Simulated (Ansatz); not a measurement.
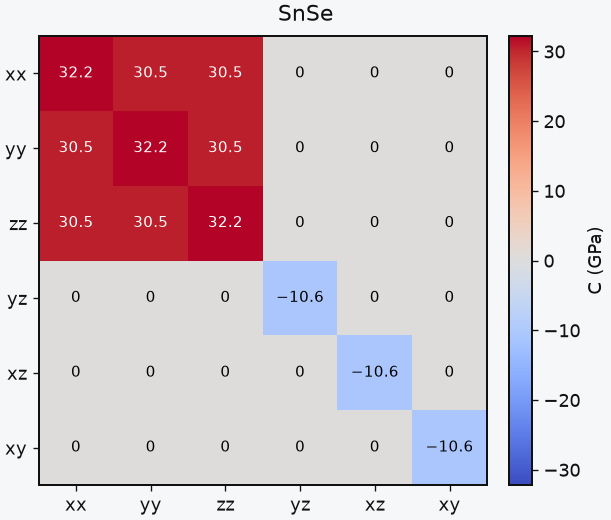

How it was computed, with Ansatz 0.2.0: elastic stress-strain coefficients at zero temperature from small strains of the given cell, Voigt order xx yy zz yz xz xy, Cartesian axes of the cell vectors; plane waves with PAW datasets, Γ-centred k mesh. Level: PBE, no spin polarisation.

- wave cutoff: 420 eV
- k mesh: 10×10×10
- occupations: Gaussian
- smearing width: 0.01 eV
- ions: relaxed
- strain amplitude: 0.002

Structure:
```xyz
2
Lattice="0.0000 3.3901 3.3901 3.3901 0.0000 3.3901 3.3901 3.3901 0.0000" Properties=species:S:1:pos:R:3 pbc="T T T"
Sn    0.0000    0.0000    0.0000
Se    1.6950    1.6950    1.6950
```

Caption: Stiffness matrix in Voigt order for SnSe, space group F-43m (No. 216) (cell built by us, not taken from a database).

Its least eigenvalue is negative (−10.6 GPa), so the crystal is mechanically unstable; C44 is negative.

Limits of the calculation: a crossing between the sampled k points may be missed.

Input of the run:
```
crystal:
  lattice:
    - [0.0, 3.3900620066, 3.3900620066]
    - [3.3900620066, 0.0, 3.3900620066]
    - [3.3900620066, 3.3900620066, 0.0]
  atoms:
    - { symbol: Sn, position: [0.0, 0.0, 0.0] }
    - { symbol: Se, position: [0.25, 0.25, 0.25] }
basis:
  ecutwfc: 420
kpoints:
  mp_grid: { grid: [10, 10, 10] }
hamiltonian:
  xc: pbe
scf:
  occupations: { method: gaussian, width: 0.01 }
output:
  forces: true
  stress: true
  eigenvalues: true
elastic:
  mode: relaxed_ion
```

Run as:
```bash
ansatz run input.yaml --threads 1 --pin off --max-ram 2048MiB --backend cpu --events-out ev --progress --plain --runs-dir out
```
